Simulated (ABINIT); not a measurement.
Phonons q calculation of Zn (part 2 of 2)

Zn (P6₃/mmc, 2 atoms in the cell); Kohn-Sham DFT of a periodic cell, LDA, PseudoDojo NC SR LDA v0.4.1 standard, no spin polarisation (ABINIT 10.8.3); cutoff 1088.46 eV, 12×12×6 k-mesh, fermi-dirac of 0.136 eV. The structure derives from an entry of the Crystallography Open Database.

Geometry of the input (Å; fractional positions):
```
2.6440  0.0000  0.0000
-1.3220  2.2897  0.0000
0.0000  0.0000  4.4030
Zn 0.6667  0.3333  0.7500
Zn 0.3333  0.6667  0.2500
```

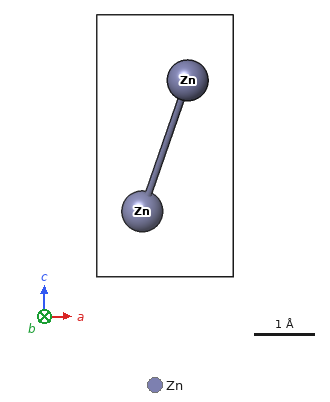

*The structure as given in the input (ball-and-stick view of the cell of the calculation, along the b axis). An atom can appear more than once, as a periodic image.*

### What the program printed, continued
```
 ------------------------------------------------
 Atom  Sphere_radius  Integrated_density
    1        2.00000         18.16203412
    2        2.00000         18.16203412
================================================================================

 ----iterations are completed or convergence reached----

 Mean square residual over all n,k,spin=   60.531E-16; max=  99.810E-16
 reduced coordinates (array xred) for    2 atoms
       0.666666666667      0.333333333333      0.750000000000
       0.333333333333      0.666666666667      0.250000000000
 rms dE/dt=  1.1257E-25; max dE/dt=  1.3786E-25; dE/dt below (all hartree)
    1      -0.000000000000      0.000000000000      0.000000000000
    2       0.000000000000     -0.000000000000      0.000000000000

 cartesian coordinates (angstrom) at end:
    1      1.32197808666667     0.76324440333333     3.30223994250000
    2      0.00000000333333     1.52648880666667     1.10074664750000

 cartesian forces (hartree/bohr) at end:
    1      0.00000000000000    -0.00000000000000    -0.00000000000000
    2     -0.00000000000000     0.00000000000000    -0.00000000000000
 frms,max,avg= 1.8395209E-26 2.7592813E-26   0.000E+00  0.000E+00  0.000E+00 h/b

 cartesian forces (eV/Angstrom) at end:
    1      0.00000000000000    -0.00000000000000    -0.00000000000000
    2     -0.00000000000000     0.00000000000000    -0.00000000000000
 frms,max,avg= 9.4591966E-25 1.4188795E-24   0.000E+00  0.000E+00  0.000E+00 e/A
 length scales=  1.889726125908  1.889726125908  1.889726125908 bohr
              =  1.000000000000  1.000000000000  1.000000000000 angstroms
 Fermi (or HOMO) energy (hartree) =   0.34079   Average Vxc (hartree)=  -0.48697
 Eigenvalues (hartree) for nkpt=  76  k points:
 kpt#   1, nband= 28, wtk=  0.00116, kpt=  0.0000  0.0000  0.0000 (reduced coord)
  -4.29487   -4.29473   -2.62756   -2.62627   -2.62627   -2.62622   -2.62607   -2.62607
  -0.08691    0.00341    0.03883    0.04218    0.04218    0.04606    0.04606    0.05363
   0.05363    0.06959    0.06959    0.20224    0.27983    0.94710    0.94710    1.01344
   1.01891    1.01891    1.03192    1.07845
      occupation numbers for kpt#   1
   2.00000    2.00000    2.00000    2.00000    2.00000    2.00000    2.00000    2.00000
   2.00000    2.00000    2.00000    2.00000    2.00000    2.00000    2.00000    2.00000
   2.00000    2.00000    2.00000    2.00000    1.99999    0.00000    0.00000    0.00000
   0.00000    0.00000    0.00000    0.00000
 prteigrs : prtvol=0 or 1, do not print more k-points.

--- !EnergyTerms
iteration_state     : {dtset: 1, }
comment             : Components of total free energy in Hartree
kinetic             :  1.84033418779493E+02
hartree             :  1.30727321517196E+02
xc                  : -4.43099248331216E+01
Ewald energy        : -2.57836642057863E+02
psp_core            :  1.18880605294290E+01
local_psp           : -3.46461182301636E+02
non_local_psp       : -9.58838231245385E+01
internal            : -4.17842771491042E+02
'-kT*entropy'       : -1.05006502298340E-03
total_energy        : -4.17843821556065E+02
total_energy_eV     : -1.13701096188588E+04
band_energy         : -4.70972786194399E+01
...

 Cartesian components of stress tensor (hartree/bohr^3)
  sigma(1 1)= -1.66057411E-05  sigma(3 2)=  0.00000000E+00
  sigma(2 2)= -1.66057577E-05  sigma(3 1)=  0.00000000E+00
  sigma(3 3)=  4.29715356E-05  sigma(2 1)= -1.44279232E-10

-Cartesian components of stress tensor (GPa)         [Pressure= -9.5717E-02 GPa]
- sigma(1 1)= -4.88557772E-01  sigma(3 2)=  0.00000000E+00
- sigma(2 2)= -4.88558260E-01  sigma(3 1)=  0.00000000E+00
- sigma(3 3)=  1.26426623E+00  sigma(2 1)= -4.24484155E-06

================================================================================
== DATASET  2 ==================================================================

--- !DatasetInfo
iteration_state: {dtset: 2, }
dimensions: {natom: 2, nkpt: 864, mband: 28, nsppol: 1, nspinor: 1, nspden: 1, mpw: 2200, }
cutoff_energies: {ecut:  40.0, pawecutdg:  -1.0, }
electrons: {nelect:   4.00000000E+01, charge:   0.00000000E+00, occopt:   3.00000000E+00, tsmear:   4.99791000E-03, }
meta: {optdriver: 1, rfphon: 1, }
...

 mkfilename : getwfk/=0, take file _WFK from output of DATASET   1.

 Exchange-correlation functional for the present dataset will be:
  LDA: Perdew-Wang 92 LSD fit to Ceperley-Alder data - ixc=7
  J.P.Perdew and Y.Wang, PRB 45, 13244 (1992)

 Real(R)+Recip(G) space primitive vectors, cartesian coordinates (Bohr,Bohr^-1):
 R(1)=  4.9963531  0.0000000  0.0000000  G(1)=  0.2001460  0.1155543  0.0000000
 R(2)= -2.4981765  4.3269687  0.0000000  G(2)=  0.0000000  0.2311087  0.0000000
 R(3)=  0.0000000  0.0000000  8.3204388  G(3)=  0.0000000  0.0000000  0.1201860
 Unit cell volume ucvol=  1.7988009E+02 bohr^3
 Angles (23,13,12)=  9.00000000E+01  9.00000000E+01  1.20000000E+02 degrees
 setup1 : take into account q-point for computing boxcut.

 getcut: wavevector=  0.0000  0.0000  0.5000  ngfft=  30  30  48
         ecut(hartree)=     40.000   => boxcut(ratio)=   1.98407

--- Pseudopotential description ------------------------------------------------
- pspini: atom type   1  psp file is ./Zn.upf
  30.00000  20.00000  180309                  znucl, zion, pspdat
12 -1012 2 -1 1296                            pspcod,pspxc,lmax,lloc,mmax
     nproj     2     2     2

--------------------------------------------------------------------------------

 ==>  initialize data related to q vector <==

 The list of irreducible perturbations for this q vector is:
    1)    idir= 1    ipert=   1
    2)    idir= 3    ipert=   1

================================================================================

 The perturbation idir=   2  ipert=   1 is
 symmetric of a previously calculated perturbation.
 So, its SCF calculation is not needed.

 The perturbation idir=   1  ipert=   2 is
 symmetric of a previously calculated perturbation.
 So, its SCF calculation is not needed.

 The perturbation idir=   2  ipert=   2 is
 symmetric of a previously calculated perturbation.
 So, its SCF calculation is not needed.

 The perturbation idir=   3  ipert=   2 is
 symmetric of a previously calculated perturbation.
 So, its SCF calculation is not needed.

--------------------------------------------------------------------------------
 Perturbation wavevector (in red.coord.)   0.000000  0.000000  0.500000
 Perturbation : displacement of atom   1   along direction   1
 The set of symmetries contains only one element for this perturbation.
 symkpt : not enough symmetry to change the number of k points.

--------------------------------------------------------------------------------

--------------------------------------------------------------------------------

 dfpt_looppert : total number of electrons, from k and k+q
  fully or partially occupied states are    4.000000E+01 and    4.000000E+01.
 Initialisation of the first-order wave-functions :
  ireadwf=   0

--- !BeginCycle
iteration_state: {dtset: 2, }
solver: {iscf: 7, nstep: 80, nline: 4, wfoptalg: 0, }
tolerances: {tolvrs: 1.00E-09, }
...

     iter   2DEtotal(Ha)        deltaE(Ha) residm    vres2
-ETOT  1   5.1596813746977     -1.272E+04 1.969E+01 2.651E+02
 ETOT  2  0.37863347358999     -4.781E+00 1.364E-01 6.749E+01
 ETOT  3  0.34051663871051     -3.812E-02 2.344E-03 2.333E+00
 ETOT  4  0.33946433965266     -1.052E-03 8.160E-05 3.178E-01
 ETOT  5  0.33932779945044     -1.365E-04 3.560E-06 8.044E-03
 ETOT  6  0.33932400185714     -3.798E-06 2.112E-07 4.581E-04
 ETOT  7  0.33932390537430     -9.648E-08 1.262E-08 2.325E-05
 ETOT  8  0.33932389754901     -7.825E-09 7.793E-10 1.555E-09
 ETOT  9  0.33932389744714     -1.019E-10 5.464E-11 2.368E-10

 At SCF step    9       vres2   =  2.37E-10 < tolvrs=  1.00E-09 =>converged.
================================================================================

 ----iterations are completed or convergence reached----

 Mean square residual over all n,k,spin=   16.344E-15; max=  54.645E-12

 2DEtotal=    0.3393238974E+00 Ha. Also 2DEtotal=    0.923347363593E+01 eV
    (2DErelax=   -1.2721871779E+04 Ha. 2DEnonrelax=    1.2722211103E+04 Ha)
    (  non-var. 2DEtotal :    3.3933161528E-01 Ha)

--------------------------------------------------------------------------------
 Perturbation wavevector (in red.coord.)   0.000000  0.000000  0.500000
 Perturbation : displacement of atom   1   along direction   3
 Found     6 symmetries that leave the perturbation invariant.
 symkpt : the number of k-points, thanks to the symmetries,
 is reduced to   186 .

--------------------------------------------------------------------------------

--------------------------------------------------------------------------------

 dfpt_looppert : total number of electrons, from k and k+q
  fully or partially occupied states are    4.000000E+01 and    4.000000E+01.
 Initialisation of the first-order wave-functions :
  ireadwf=   0

--- !BeginCycle
iteration_state: {dtset: 2, }
solver: {iscf: 7, nstep: 80, nline: 4, wfoptalg: 0, }
tolerances: {tolvrs: 1.00E-09, }
...

     iter   2DEtotal(Ha)        deltaE(Ha) residm    vres2
-ETOT  1   15.944633820033     -3.893E+04 7.530E+01 3.611E+02
 ETOT  2   3.4067871474658     -1.254E+01 1.403E-01 6.449E+03
 ETOT  3   3.0893547106139     -3.174E-01 9.472E-04 1.126E+03
 ETOT  4   3.0249634127654     -6.439E-02 1.112E-03 1.762E+01
 ETOT  5   3.0239023694198     -1.061E-03 4.094E-05 8.305E-01
 ETOT  6   3.0238596726454     -4.270E-05 1.938E-06 1.662E-02
 ETOT  7   3.0238557325324     -3.940E-06 8.606E-08 2.942E-04
 ETOT  8   3.0238556854933     -4.704E-08 7.865E-09 5.517E-06
 ETOT  9   3.0238556850641     -4.293E-10 3.012E-10 1.153E-08
 ETOT 10   3.0238556847294     -3.347E-10 2.438E-11 3.603E-09
 ETOT 11   3.0238556839945     -7.349E-10 1.594E-12 1.759E-10

 At SCF step   11       vres2   =  1.76E-10 < tolvrs=  1.00E-09 =>converged.
================================================================================

 ----iterations are completed or convergence reached----

 Mean square residual over all n,k,spin=   85.083E-17; max=  15.940E-13

 2DEtotal=    0.3023855684E+01 Ha. Also 2DEtotal=    0.822833049693E+02 eV
    (2DErelax=   -3.8942350888E+04 Ha. 2DEnonrelax=    3.8945374744E+04 Ha)
    (  non-var. 2DEtotal :    3.0238585998E+00 Ha)

================================================================================

 ---- first-order wavefunction calculations are completed ----

 ==> Compute Derivative Database <==

  Dynamical matrix, in cartesian coordinates,
   if specified in the inputs, asr has been imposed
     j1       j2             matrix element
  dir pert dir pert     real part    imaginary part

   1    1   1    1         0.0135924827         0.0000000000

   2    1   2    1         0.0135924832         0.0000000000

   3    1   3    1         0.0436786288         0.0000000000

   1    2   1    2         0.0135924827         0.0000000000

   2    2   2    2         0.0135924832         0.0000000000

   3    2   3    2         0.0436786288         0.0000000000

  Phonon wavevector (reduced coordinates) :  0.00000  0.00000  0.50000
 Phonon energies in Hartree :
   3.376864E-04  3.376864E-04  3.376865E-04  3.376865E-04  6.053392E-04
   6.053392E-04
 Phonon frequencies in cm-1    :
   7.411361E+01  7.411361E+01  7.411363E+01  7.411363E+01  1.328566E+02
   1.328566E+02

== END DATASET(S) ==============================================================
================================================================================

 -outvars: echo values of variables after computation  --------
            acell      1.8897261259E+00  1.8897261259E+00  1.8897261259E+00 Bohr
           etotal1    -4.1784382156E+02
           etotal2     3.0238556840E+00
            fcart1     2.7592813006E-26 -1.5930718075E-26 -0.0000000000E+00
                      -2.7592813006E-26  1.5930718075E-26 -0.0000000000E+00
            fcart2     0.0000000000E+00  0.0000000000E+00  0.0000000000E+00
                       0.0000000000E+00  0.0000000000E+00  0.0000000000E+00
            rprim      2.6439561700E+00  0.0000000000E+00  0.0000000000E+00
                      -1.3219780800E+00  2.2897332100E+00  0.0000000000E+00
                       0.0000000000E+00  0.0000000000E+00  4.4029865900E+00
           strten1    -1.6605741137E-05 -1.6605757723E-05  4.2971535645E-05
                       0.0000000000E+00  0.0000000000E+00 -1.4427923187E-10
           strten2     0.0000000000E+00  0.0000000000E+00  0.0000000000E+00
                       0.0000000000E+00  0.0000000000E+00  0.0000000000E+00
           xangst      1.3219780867E+00  7.6324440333E-01  3.3022399425E+00
                       3.3333332446E-09  1.5264888067E+00  1.1007466475E+00
             xred      6.6666666667E-01  3.3333333333E-01  7.5000000000E-01
                       3.3333333333E-01  6.6666666667E-01  2.5000000000E-01
 Calculation completed.
```
